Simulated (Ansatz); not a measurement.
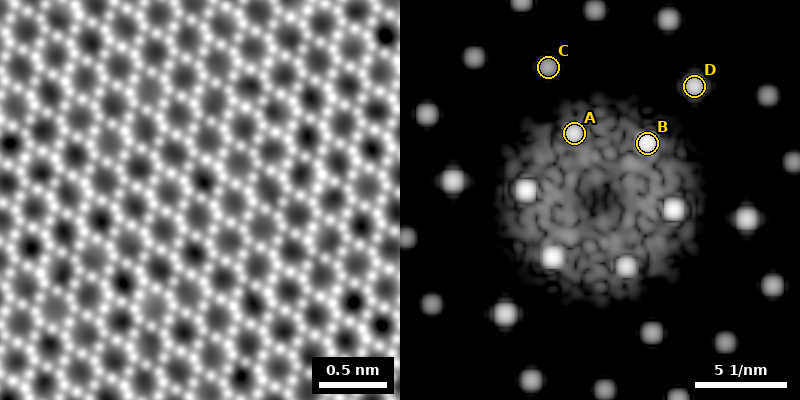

iDPC-like image of a crystal. Simulated as the projected potential of neutral atoms (B = 0.8 Å²) blurred by a 0.50 Å probe, the thin-sample limit of integrated differential phase contrast. The display is stretched by a gamma of 0.65; percentages refer to the linear signal. The speckle of an amorphous layer was added.

The right panel is the modulus of the image's Fourier transform on a logarithmic scale.

> Which lattice spacings do the marked spots stand for, and what angle do A and B enclose?

A: 2.5 Å, B: 2.4 Å, C: 1.3 Å, D: 1.2 Å; A and B enclose about 61°.

The crystal is Ti (P6_3/mmc, No. 194) along [101]; the spots are (010), (1 0 -1), (020) and (2 0 -2). Structure used: the geometry relaxed with Ansatz 0.2.0, DFT r2SCAN, scalar-relativistic, plane waves, PAW; the starting structure was generated, so it need not be a known form of this composition.
